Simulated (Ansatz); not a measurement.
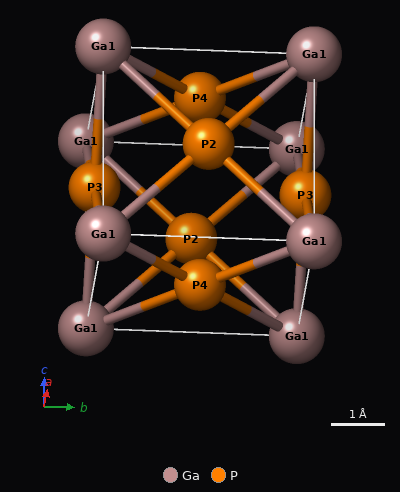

**Figure 1.** The structure (ball-and-stick view of the cell of the calculation, seen at an oblique angle; atoms are numbered from 1 in the order of the input).

**GaP3: a changed input and its effect**

System: GaP3 (4 atoms in the cell).
Method of run 1: DFT PBE, scalar-relativistic, plane waves, PAW, no spin polarisation (Ansatz 0.2.0).

The structure was made by swapping elements on the sites of another compound; it need not be a known phase. Text and figures count atoms from 1; the logs count them from 0 in places.

The input, run 1:
```yaml
crystal:
  lattice:
    - [4.0597117286, 0.0, 0.0]
    - [0.0, 4.0597117286, 0.0]
    - [0.0, 0.0, 4.0179835583]
  atoms:
    - { symbol: Ga, position: [0.0, 0.0, 0.0] }
    - { symbol: P, position: [0.0, 0.5, 0.5] }
    - { symbol: P, position: [0.5, 0.0, 0.5] }
    - { symbol: P, position: [0.5, 0.5, 0.0] }
basis:
  ecutwfc: 420
kpoints:
  mp_grid: { grid: [4, 4, 4] }
hamiltonian:
  xc: pbe
scf:
  occupations: { method: gaussian, width: 0.1 }
  lower_state_search: "off"
output:
  forces: true
  stress: true
  eigenvalues: true
```

Launched with:
```bash
ansatz run input.yaml --threads 1 --pin off --max-ram 2560MiB --backend cpu --events-out ev --progress --plain --runs-dir out
```

Hardware: 1 thread of Intel Xeon @ 2.50GHz (Skylake/Cascade Lake), 192 GiB of memory available, shared host.

Output, shortened to warnings, some set-up lines, iterations and results (run 1):
```
Basis set: ecut = 420 eV, 1325 PW (Γ), exchange–correlation on 60×60×54 points (8 copies of the dense FFT grid, shifted against one another)
Symmetry: 16 space group operations
k-points: 18 of 64
Initial density: superposition of atomic densities (neutral atoms: chi_scale 0, normalization atom), corrected by the library's trained network
[...]
SCF iter   1: F=—  HF=-6047.624344 eV  |F-HF|=—  |Δ(HF+E_count)|=         —  Δρ=2.81e-3  dr2=6.38e-3  ethr=1.77e-3  ⟨swp⟩=7.1  Hψ=1835  notcnv=0
SCF iter   2: F=—  HF=-6047.622352 eV  |F-HF|=—  |Δ(HF+E_count)|=   1.99e-3  Δρ=1.34e-3  dr2=1.66e-3  ethr=2.28e-5  ⟨swp⟩=2.4  Hψ=694  notcnv=0
SCF iter   3: F=—  HF=-6047.622071 eV  |F-HF|=—  |Δ(HF+E_count)|=   2.81e-4  Δρ=4.36e-4  dr2=8.57e-5  ethr=5.91e-6  ⟨swp⟩=2.0  Hψ=572  notcnv=0
SCF iter   4: F=—  HF=-6047.621957 eV  |F-HF|=—  |Δ(HF+E_count)|=   1.14e-4  Δρ=1.21e-4  dr2=9.91e-6  ethr=3.06e-7  ⟨swp⟩=2.1  Hψ=544  notcnv=0
SCF iter   5: F=—  HF=-6047.621952 eV  |F-HF|=—  |Δ(HF+E_count)|=   5.61e-6  Δρ=4.06e-5  dr2=6.51e-7  ethr=3.54e-8  ⟨swp⟩=2.3  Hψ=543  notcnv=0
SCF iter   6: F=-6047.621951 eV  HF=-6047.621951 eV  |F-HF|=7.49e-10  |Δ(HF+E_count)|=   2.77e-7  Δρ=9.07e-6  dr2=3.94e-8  ethr=3.57e-10  ⟨swp⟩=6.8  Hψ=1526  notcnv=0
SCF 1 converged in 6 iterations: F = -6047.621951 eV  dr2 = 3.94e-8
SCF converged after 6 iterations
Free energy (F): -6047.621951 eV
Harris-Foulkes:  -6047.621951 eV  (|F-HF|=7.49e-10)
Internal energy: -6047.614118 eV  (E = F + TS)
E sigma→0 (E₀):  -6047.618035 eV
Entropy (-TS):   -0.007833 eV (-1.958 meV/atom)
Fermi energy:    9.770283 eV
--- Per-component energies (eV) ---
  E_band       = 21.432409
  E_kinetic    = 317.686582
  E_local      = -2152.601562  (includes V_loc(G=0)·N_el)
  E_nonlocal   = 525.284859
  E_hartree    = 999.018613
  E_xc         = -250.460864
  E_vxc        = -236.351725  (∫ρ·V_xc dr)
  E_paw        = -3694.744018  (= ΣΔE_a)
  E_vpaw       = -430.625153  (= ΣTr[D̂ρ^β])
  E_aug_tail   = -0.000115  (compensation charges beyond the density's cutoff)
  E_ewald      = -1791.797614
  E_smearing   = -0.007833  (= −TS)
  E_closure    = -0.000000  (closes the sum)
  Σ components = -6047.621951   (vs F -6047.621951, Δ=0.00e0)
--- Forces (eV/Å), atoms counted from 1 ---
  atom   1  Ga    -0.00000000     0.00000000     0.00000000
  atom   2  P      0.00000000     0.00000000     0.00000000
  atom   3  P     -0.00000000     0.00000000     0.00000000
  atom   4  P      0.00000000    -0.00000000     0.00000000
  max |Σ_I F_I| component: 1.03e-29 eV/Å
--- Stress (GPa, compression-positive) ---
       -0.746414       0.000000       0.000000
        0.000000      -0.746414       0.000000
        0.000000       0.000000      -2.046027
  P = ⅓ Tr σ = -1.1796 GPa (-11.796 kbar)
```

For run 2 the input was changed thus:
```diff
-    - [4.0597117286, 0.0, 0.0]
-    - [0.0, 4.0597117286, 0.0]
-    - [0.0, 0.0, 4.0179835583]
+    - [4.0756470366, 0.0, 0.0]
+    - [0.0, 4.0756470366, 0.0]
+    - [0.0, 0.0, 4.0756470366]
```

Predict how the results change.

With the same functional and potentials, run 2 lies 5.2 meV per atom higher. The pressure goes from −1.18 to −2.88 GPa. The volume per atom goes from 16.56 to 16.93 Å³. The number of SCF iterations is the same. The irreducible k-points go from 18 to 10. The plane waves at Γ go from 1325 to 1357.

Output, shortened to warnings, some set-up lines, iterations and results (run 2):
```
Basis set: ecut = 420 eV, 1357 PW (Γ), exchange–correlation on 60×60×60 points (8 copies of the dense FFT grid, shifted against one another)
Symmetry: 48 space group operations
k-points: 10 of 64
Initial density: superposition of atomic densities (neutral atoms: chi_scale 0, normalization atom), corrected by the library's trained network
[...]
SCF iter   1: F=—  HF=-6047.603859 eV  |F-HF|=—  |Δ(HF+E_count)|=         —  Δρ=2.82e-3  dr2=6.85e-3  ethr=1.77e-3  ⟨swp⟩=6.8  Hψ=1018  notcnv=0
SCF iter   2: F=—  HF=-6047.601834 eV  |F-HF|=—  |Δ(HF+E_count)|=   2.02e-3  Δρ=1.39e-3  dr2=2.07e-3  ethr=2.45e-5  ⟨swp⟩=2.5  Hψ=381  notcnv=0
SCF iter   3: F=—  HF=-6047.601474 eV  |F-HF|=—  |Δ(HF+E_count)|=   3.60e-4  Δρ=6.17e-4  dr2=1.25e-4  ethr=7.40e-6  ⟨swp⟩=2.0  Hψ=316  notcnv=0
SCF iter   4: F=—  HF=-6047.601289 eV  |F-HF|=—  |Δ(HF+E_count)|=   1.85e-4  Δρ=1.28e-4  dr2=8.58e-6  ethr=4.46e-7  ⟨swp⟩=2.0  Hψ=293  notcnv=0
SCF iter   5: F=—  HF=-6047.601288 eV  |F-HF|=—  |Δ(HF+E_count)|=   6.45e-7  Δρ=5.49e-5  dr2=9.70e-7  ethr=3.06e-8  ⟨swp⟩=2.2  Hψ=289  notcnv=0
SCF iter   6: F=-6047.601287 eV  HF=-6047.601287 eV  |F-HF|=8.11e-8  |Δ(HF+E_count)|=   9.33e-7  Δρ=1.37e-5  dr2=6.43e-8  ethr=3.57e-10  ⟨swp⟩=5.8  Hψ=976  notcnv=0
SCF 1 converged in 6 iterations: F = -6047.601287 eV  dr2 = 6.43e-8
SCF converged after 6 iterations
Free energy (F): -6047.601287 eV
Harris-Foulkes:  -6047.601287 eV  (|F-HF|=8.11e-8)
Internal energy: -6047.592429 eV  (E = F + TS)
E sigma→0 (E₀):  -6047.596858 eV
Entropy (-TS):   -0.008858 eV (-2.215 meV/atom)
Fermi energy:    9.408159 eV
--- Per-component energies (eV) ---
  E_band       = 13.964867
  E_kinetic    = 316.174774
  E_local      = -2170.200421  (includes V_loc(G=0)·N_el)
  E_nonlocal   = 525.137020
  E_hartree    = 1004.426292
  E_xc         = -249.749594
  E_vxc        = -235.398320  (∫ρ·V_xc dr)
  E_paw        = -3694.710800  (= ΣΔE_a)
  E_vpaw       = -430.610617  (= ΣTr[D̂ρ^β])
  E_aug_tail   = -0.000109  (compensation charges beyond the density's cutoff)
  E_ewald      = -1778.669591
  E_smearing   = -0.008858  (= −TS)
  E_closure    = -0.000000  (closes the sum)
  Σ components = -6047.601287   (vs F -6047.601287, Δ=0.00e0)
--- Forces (eV/Å), atoms counted from 1 ---
  atom   1  Ga    -0.00000000    -0.00000000     0.00000000
  atom   2  P      0.00000000    -0.00000000     0.00000000
  atom   3  P     -0.00000000    -0.00000000     0.00000000
  atom   4  P     -0.00000000     0.00000000    -0.00000000
  max |Σ_I F_I| component: 7.31e-31 eV/Å
--- Stress (GPa, compression-positive) ---
       -2.878613       0.000000      -0.000000
        0.000000      -2.878613       0.000000
        0.000000       0.000000      -2.878613
  P = ⅓ Tr σ = -2.8786 GPa (-28.786 kbar)
```

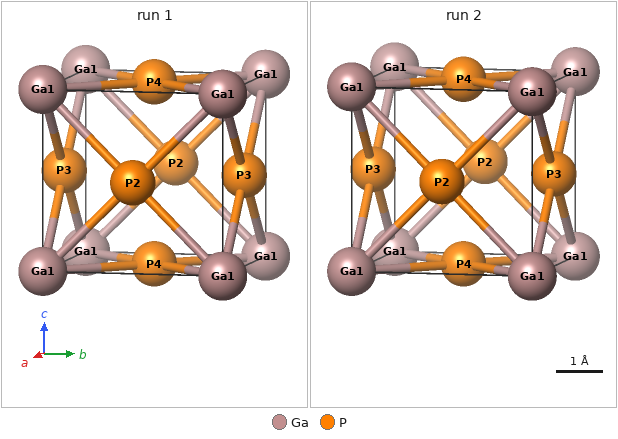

**Figure 2.** The two input geometries at one scale (ball-and-stick view of the cell of the calculation, seen slightly off an axis). No atom moves by more than 0.005 Å relative to the cell. The drawn cell changes as follows: a = b 4.060 → 4.076 Å (+0.4 %), c 4.018 → 4.076 Å (+1.4 %); the volume changes by +2.2 %. Among the contacts that change: Ga1–P2 2.856 → 2.882 Å, Ga1–P4 2.871 → 2.882 Å.

The two runs side by side:

```csv
quantity,run 1,run 2
outcome,converged,converged
free energy per atom (eV),−1511.9055,−1511.9003
"energy per atom, smearing taken to zero (eV)",−1511.9045,−1511.8992
gap on the mesh (eV),0.00,0.00
pressure (GPa),−1.18,−2.88
volume per atom (Å³),16.56,16.93
largest force (eV/Å),0.000,0.000
SCF iterations,6,6
irreducible k-points,18,10
plane waves at Γ,1325,1357
wall time (shared host),2.3 s,1.6 s
```
